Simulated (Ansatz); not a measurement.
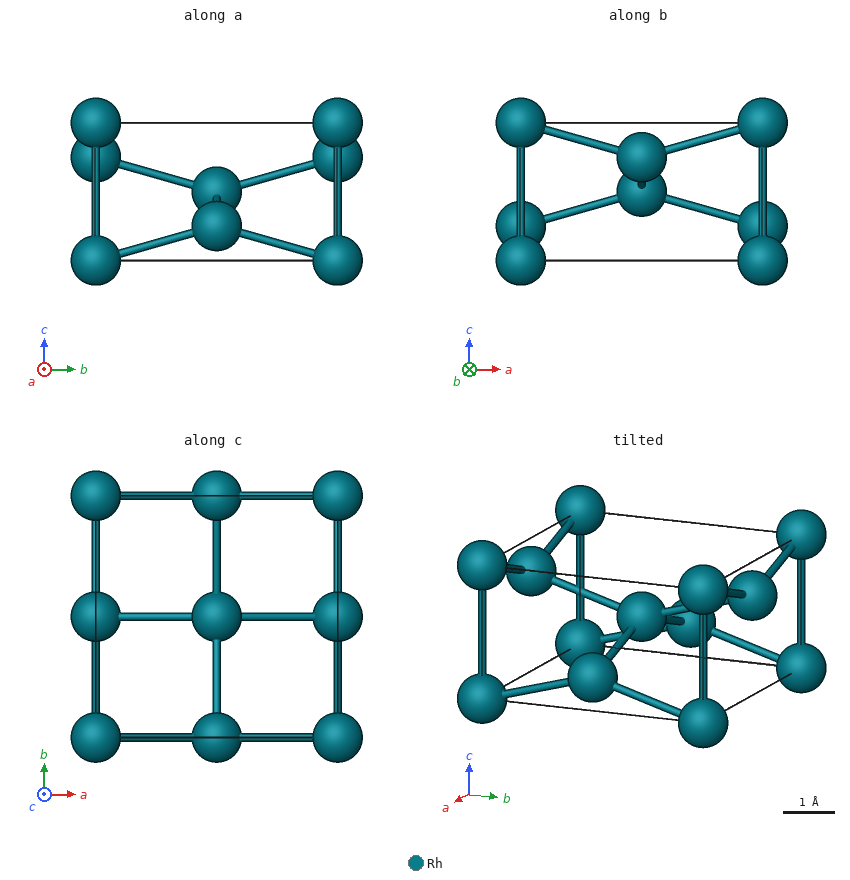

The image is a ball-and-stick drawing of a crystal, viewed along the a axis, along the b axis, along the c axis and slightly off an axis. The frame is the conventional unit cell; atoms at its boundary are shown with their periodic copies.

Lattice parameters: a = 4.7862 Å, b = 4.7862 Å, c = 2.7245 Å, α = 90.000°, β = 90.000°, γ = 90.000°.

From the views, write a CIF with its space group and independent sites.

```cif
data_structure
_symmetry_space_group_name_H-M 'I 41/a m d :1'
_symmetry_Int_Tables_number 141
_cell_length_a 4.7862
_cell_length_b 4.7862
_cell_length_c 2.7245
_cell_angle_alpha 90.000
_cell_angle_beta 90.000
_cell_angle_gamma 90.000
_cell_volume 62.41
loop_
_atom_site_label
_atom_site_type_symbol
_atom_site_symmetry_multiplicity
_atom_site_Wyckoff_symbol
_atom_site_fract_x
_atom_site_fract_y
_atom_site_fract_z
_atom_site_occupancy
Rh1 Rh 4 a 0.0000 0.0000 0.0000 1
```

Provenance: a structure type filled with this element by a generator (whether the element takes this form wasn't checked). What is shown is the relaxed result from Ansatz 0.2.0, DFT PBE, scalar-relativistic, plane waves, PAW.
